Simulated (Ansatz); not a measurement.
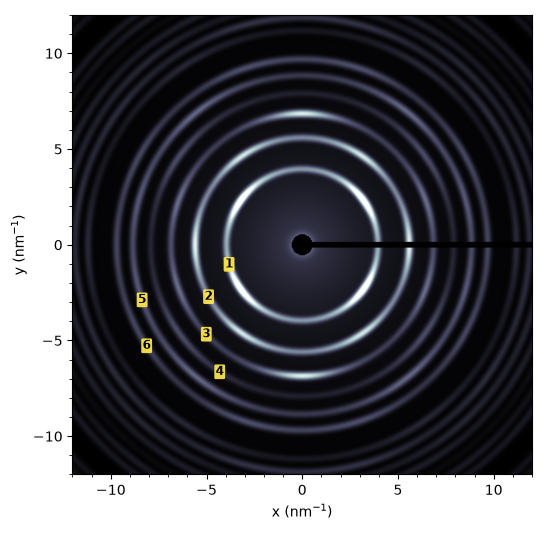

Simulated electron diffraction rings at 120 kV (λ = 0.0335 Å), scale in nm⁻¹ (radius = 1/d), for a sample with fibre texture (March–Dollase model, fibre axis vertical in the picture). Kinematic intensities with B = 1.0 Å² for all atoms, without multiple scattering; brightness goes as intensity to the power 0.5, clipped at the top. Reflections closer than the ring width show as one ring.

The sample is Ir, space group Pm-3m, a = 2.528 Å, b = 2.528 Å, c = 2.528 Å, α = 90.00°, β = 90.00°, γ = 90.00°. Basis of the simulation: coordinates from a relaxation with Ansatz 0.2.0, DFT, LDA (PW92), plane waves (420 eV) with PAW, scalar-relativistic; the starting structure was generated, so it need not be a known form of this composition.

Q: Give radius, d-spacing and indices of the numbered rings.

A:
| ring | radius | d (Å) | hkl |
| --- | --- | --- | --- |
| 1 | 3.96 nm⁻¹ | 2.53 | 100 |
| 2 | 5.59 nm⁻¹ | 1.788 | 110 |
| 3 | 6.85 nm⁻¹ | 1.460 | 111 |
| 4 | 7.91 nm⁻¹ | 1.264 | 200 |
| 5 | 8.85 nm⁻¹ | 1.131 | 210 |
| 6 | 9.69 nm⁻¹ | 1.032 | 211 |

Q: Which lattice planes lie preferentially normal to the fibre axis?

A: The (1 1 1) planes: ring 3 is concentrated at the top and bottom of the pattern (March parameter 0.35).
